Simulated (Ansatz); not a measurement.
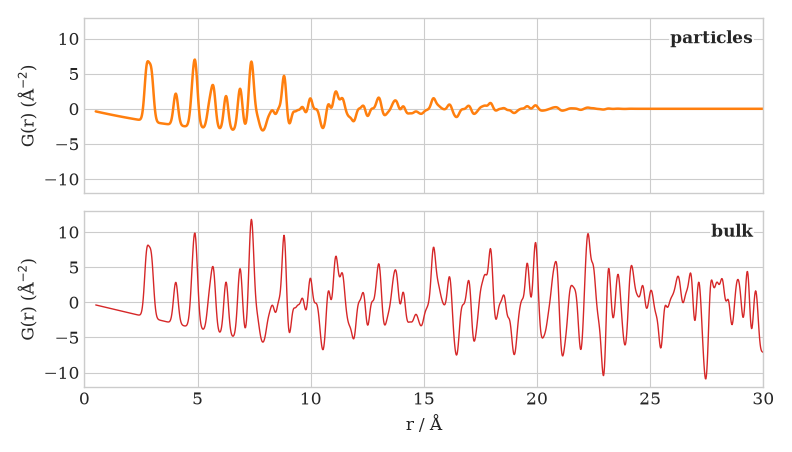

Computed X-ray G(r), with each pair weighted by the product of the atomic numbers (X-ray weights at Q = 0) and a uniform peak width σ = 0.10 Å, for spherical particles of W with the bulk structure: the bulk G(r) is multiplied by the envelope of a sphere of diameter D, 1 − 3r/2D + r³/2D³, with no surface relaxation. The number density is 0.0608 atoms per Å³. Structure used: coordinates from a relaxation at fixed volume with DFT r2SCAN, scalar-relativistic, plane waves, PAW in Ansatz; the starting structure was generated, so it need not be a known form of this composition.

Estimate the particle diameter.

Answer. About 25 Å (2.5 nm): the signal is half of the bulk amplitude at r ≈ 8.7 Å and vanishes at r = D, fading from view somewhat earlier.

Roughly how many atoms does one particle hold?

Answer. About 500 (number density 0.0608 Å⁻³ times πD³/6).
